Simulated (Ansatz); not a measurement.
# What a change does: band-structure calculation on MgO

System: MgO (2 atoms in the cell).
Method of run A: DFT r2SCAN, scalar-relativistic, plane waves, PAW, no spin polarisation (Ansatz 0.2.0).

The structure was made by a generator, so it may or may not be a known phase. Text and figures count atoms from 1; the logs count them from 0 in places.

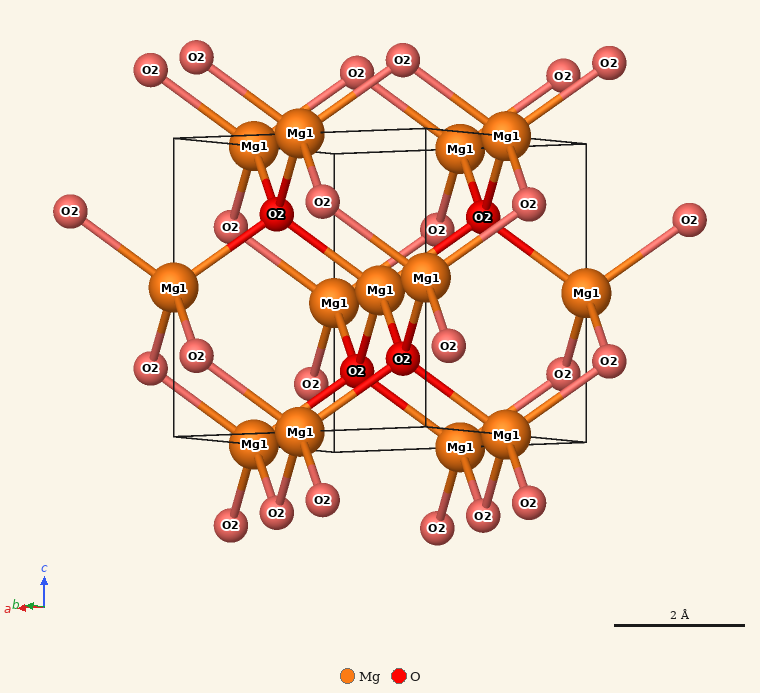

**Figure 1.** The structure (ball-and-stick view of the cell 4 times as large as that of the calculation, set on its symmetry axes, seen at an oblique angle; neighbours outside the cell are drawn fainter; atoms are numbered from 1 in the order of the input). Near neighbours in the crystal (not all of them lie inside the picture): Mg has 4 O at 2.00 Å; O has 4 Mg at 2.00 Å.

The input, run A:
```yaml
crystal:
  lattice:
    - [0.0, 2.3061620622, 2.3061620622]
    - [2.3061620622, 0.0, 2.3061620622]
    - [2.3061620622, 2.3061620622, 0.0]
  atoms:
    - { symbol: Mg, position: [0.5, 0.5, 0.5] }
    - { symbol: O, position: [0.25, 0.25, 0.25] }
basis:
  ecutwfc: 500
kpoints:
  mp_grid: { grid: [8, 8, 8] }
  band_path:
    path:
      - [[0.0, 0.0, 0.0], [-0.5, -0.5, 0.0], [-0.375, -0.375, 0.25]]
      - [[-0.375, 0.0, 0.375], [0.0, 0.0, 0.0], [0.0, 0.0, 0.5], [-0.5, -0.25, 0.25], [-0.5, -0.5, 0.0]]
    npoints: 14
hamiltonian:
  xc: r2scan
scf:
  occupations: { method: gaussian, width: 0.02 }
  n_extra_bands: 6
output:
  forces: true
  stress: true
  eigenvalues: true
  populations: true
  dos: { projected: true, de: 0.02, nscf_kmesh: { grid: [12, 12, 12] } }
  bader: true
  write_density: true
  write_potential: true
  elf: true
  volumetric_format: npy
```

Launched with:
```bash
ansatz run input.yaml --threads 1 --pin off --max-ram 2560MiB --backend cpu --events-out ev --progress --plain --runs-dir out
```

Hardware: 1 thread of Intel Xeon @ 2.90GHz (Ice Lake), 192 GiB of memory available, shared host.

Output, shortened to warnings, some set-up lines, iterations and results (run A):
```
Basis set: ecut = 500 eV, 609 PW (Γ), exchange–correlation on 96×96×96 points (64 copies of the dense FFT grid, shifted against one another)
Symmetry: 24 space group operations
k-points: 29 of 512 (time reversal used)
Initial density: superposition of atomic densities (neutral atoms: chi_scale 0, normalization atom), corrected by the library's trained network
[...]
SCF iter   1: F=—  HF=-2497.977896 eV  |F-HF|=—  |Δ(HF+E_count)|=         —  Δρ=8.49e-3  dr2=1.00e-2  dr2_τ=6.20e-2  ethr=1.77e-3  ⟨swp⟩=6.1  Hψ=2321  notcnv=0
SCF iter   2: F=—  HF=-2498.024364 eV  |F-HF|=—  |Δ(HF+E_count)|=   4.65e-2  Δρ=4.23e-3  dr2=1.39e-3  dr2_τ=3.40e-4  ethr=6.25e-5  ⟨swp⟩=3.0  Hψ=1119  notcnv=0  defer=45
SCF iter   3: F=—  HF=-2498.024513 eV  |F-HF|=—  |Δ(HF+E_count)|=   1.49e-4  Δρ=1.34e-3  dr2=4.86e-4  dr2_τ=6.25e-5  ethr=8.68e-6  ⟨swp⟩=2.0  Hψ=610  notcnv=0  defer=45
SCF iter   4: F=—  HF=-2498.024433 eV  |F-HF|=—  |Δ(HF+E_count)|=   8.00e-5  Δρ=5.04e-4  dr2=2.90e-5  dr2_τ=4.70e-6  ethr=3.04e-6  ⟨swp⟩=2.0  Hψ=526  notcnv=0  defer=45
SCF iter   5: F=—  HF=-2498.024430 eV  |F-HF|=—  |Δ(HF+E_count)|=   2.49e-6  Δρ=6.64e-5  dr2=5.09e-7  dr2_τ=5.39e-8  ethr=1.81e-7  ⟨swp⟩=2.1  Hψ=437  notcnv=0  defer=45
SCF iter   6: F=-2498.024431 eV  HF=-2498.024431 eV  |F-HF|=2.29e-9  |Δ(HF+E_count)|=   3.15e-7  Δρ=8.33e-6  dr2=6.71e-9  dr2_τ=1.72e-9  ethr=6.25e-10  ⟨swp⟩=12.5  Hψ=2770  …
SCF 1 converged in 6 iterations: F = -2498.024431 eV  dr2 = 6.71e-9
NSCF: frozen V_eff on 86 k-points
NSCF: frozen V_eff on 72 k-points
SCF converged after 6 iterations
Free energy (F): -2498.024431 eV
Harris-Foulkes:  -2498.024431 eV  (|F-HF|=2.29e-9)
Internal energy: -2498.024431 eV  (E = F + TS)
E sigma→0 (E₀):  -2498.024431 eV
Fermi energy:    6.043745 eV
--- Per-component energies (eV) ---
  E_band       = -360.046950
  E_kinetic    = 254.060376
  E_local      = -1886.817533  (includes V_loc(G=0)·N_el)
  E_nonlocal   = 142.721740
  E_hartree    = 673.472707
  E_xc         = -102.130785
  E_vxc        = -147.719753  (∫ρ·V_xc dr)
  E_paw        = -455.709681  (= ΣΔE_a)
  E_vpaw       = -79.046859  (= ΣTr[D̂ρ^β])
  E_aug_tail   = 0.001044  (compensation charges beyond the density's cutoff)
  E_vtau       = 9.810525  (kinetic-family band-sum trace: ∫τ·v_τ [+ j·A + Jᵃ·Aᵃ] dr)
  E_ewald      = -1123.564150
  E_core_change = -0.058149  (= ΣΔE_core)
  E_smearing   = -0.000000  (= −TS)
  E_closure    = -0.000000  (closes the sum)
  Σ components = -2498.024431   (vs F -2498.024431, Δ=0.00e0)
--- Forces (eV/Å), atoms counted from 1 ---
  atom   1  Mg    -0.00000000     0.00000000     0.00000000
  atom   2  O      0.00000000     0.00000000    -0.00000000
  max |Σ_I F_I| component: 1.85e-16 eV/Å
--- Stress (GPa, compression-positive) ---
       -3.709105       0.000000      -0.000000
        0.000000      -3.709105       0.000000
       -0.000000       0.000000      -3.709105
  P = ⅓ Tr σ = -3.7091 GPa (-37.091 kbar)
--- Löwdin populations: 2 sites ---
  site symbol       q [e]
     0     Mg      8.4474
     1      O      7.4165
  spilling = 0.008508 (of n_electrons = 16.000000)
--- Bader charges: 2 sites ---
  site symbol  charge [e]  shift [e]
     0     Mg      1.7273     0.0054
     1      O     -1.7273     0.0054
  estimated error of the sums over rays = 3.5e-4 e
```

The input of run B differs as follows (lines with − go, lines with + come):
```diff
-  ecutwfc: 500
+  ecutwfc: 420
-  xc: r2scan
+  xc: pbesol
```

How does run B compare with run A?

The total energies belong to different methods, so their difference says nothing on which is more stable or more accurate. The gap on the mesh goes from 4.15 to 3.36 eV. The pressure goes from −3.71 to −2.77 GPa. The functional changes from r2SCAN to PBEsol. The number of SCF iterations is the same. The plane waves at Γ go from 609 to 531.

Output, shortened to warnings, some set-up lines, iterations and results (run B):
```
Basis set: ecut = 420 eV, 531 PW (Γ), exchange–correlation on 48×48×48 points (8 copies of the dense FFT grid, shifted against one another)
Symmetry: 24 space group operations
k-points: 29 of 512 (time reversal used)
Initial density: superposition of atomic densities (neutral atoms: chi_scale 0, normalization atom), corrected by the library's trained network
[...]
SCF iter   1: F=—  HF=-2475.574642 eV  |F-HF|=—  |Δ(HF+E_count)|=         —  Δρ=1.39e-2  dr2=4.19e-2  ethr=1.77e-3  ⟨swp⟩=6.0  Hψ=2297  notcnv=0
SCF iter   2: F=—  HF=-2475.567555 eV  |F-HF|=—  |Δ(HF+E_count)|=   7.09e-3  Δρ=8.68e-3  dr2=1.34e-2  ethr=2.62e-4  ⟨swp⟩=2.1  Hψ=856  notcnv=0  defer=45
SCF iter   3: F=—  HF=-2475.563784 eV  |F-HF|=—  |Δ(HF+E_count)|=   3.77e-3  Δρ=8.08e-4  dr2=9.75e-5  ethr=8.34e-5  ⟨swp⟩=2.0  Hψ=575  notcnv=0  defer=45
SCF iter   4: F=—  HF=-2475.563793 eV  |F-HF|=—  |Δ(HF+E_count)|=   8.98e-6  Δρ=1.25e-4  dr2=2.61e-6  ethr=6.09e-7  ⟨swp⟩=2.1  Hψ=545  notcnv=0  defer=45
SCF iter   5: F=—  HF=-2475.563795 eV  |F-HF|=—  |Δ(HF+E_count)|=   2.18e-6  Δρ=2.90e-5  dr2=7.31e-8  ethr=1.63e-8  ⟨swp⟩=2.0  Hψ=567  notcnv=0  defer=45
SCF iter   6: F=-2475.563795 eV  HF=-2475.563795 eV  |F-HF|=1.79e-9  |Δ(HF+E_count)|=   8.79e-8  Δρ=4.86e-6  dr2=2.55e-9  ethr=4.57e-10  ⟨swp⟩=10.5  Hψ=2601  notcnv=0
SCF 1 converged in 6 iterations: F = -2475.563795 eV  dr2 = 2.55e-9
NSCF: frozen V_eff on 86 k-points
NSCF: frozen V_eff on 72 k-points
SCF converged after 6 iterations
Free energy (F): -2475.563795 eV
Harris-Foulkes:  -2475.563795 eV  (|F-HF|=1.79e-9)
Internal energy: -2475.563795 eV  (E = F + TS)
E sigma→0 (E₀):  -2475.563795 eV
Fermi energy:    5.949319 eV
--- Per-component energies (eV) ---
  E_band       = -340.308057
  E_kinetic    = 252.618696
  E_local      = -1882.420860  (includes V_loc(G=0)·N_el)
  E_nonlocal   = 143.986934
  E_hartree    = 669.445572
  E_xc         = -102.793195
  E_vxc        = -132.370256  (∫ρ·V_xc dr)
  E_paw        = -432.933426  (= ΣΔE_a)
  E_vpaw       = -61.015715  (= ΣTr[D̂ρ^β])
  E_aug_tail   = 0.002483  (compensation charges beyond the density's cutoff)
  E_ewald      = -1123.564150
  E_core_change = 0.094150  (= ΣΔE_core)
  E_smearing   = -0.000000  (= −TS)
  E_closure    = 0.000000  (closes the sum)
  Σ components = -2475.563795   (vs F -2475.563795, Δ=0.00e0)
--- Forces (eV/Å), atoms counted from 1 ---
  atom   1  Mg    -0.00000000     0.00000000     0.00000000
  atom   2  O      0.00000000    -0.00000000     0.00000000
  max |Σ_I F_I| component: 2.78e-16 eV/Å
--- Stress (GPa, compression-positive) ---
       -2.767025       0.000000      -0.000000
        0.000000      -2.767025       0.000000
       -0.000000       0.000000      -2.767025
  P = ⅓ Tr σ = -2.7670 GPa (-27.670 kbar)
--- Löwdin populations: 2 sites ---
  site symbol       q [e]
     0     Mg      8.4822
     1      O      7.3739
  spilling = 0.008997 (of n_electrons = 16.000000)
--- Bader charges: 2 sites ---
  site symbol  charge [e]  shift [e]
     0     Mg      1.6927     0.0058
     1      O     -1.6927     0.0058
  estimated error of the sums over rays = 4.4e-4 e
```

The two runs side by side:

```tsv
quantity	run A	run B
outcome	converged	converged
free energy per atom (eV)	−1249.0122	−1237.7819
gap on the mesh (eV)	4.15	3.36
pressure (GPa)	−3.71	−2.77
largest force (eV/Å)	0.000	0.000
SCF iterations	6	6
irreducible k-points	29	29
plane waves at Γ	609	531
wall time (shared host)	14 s	13 s
```
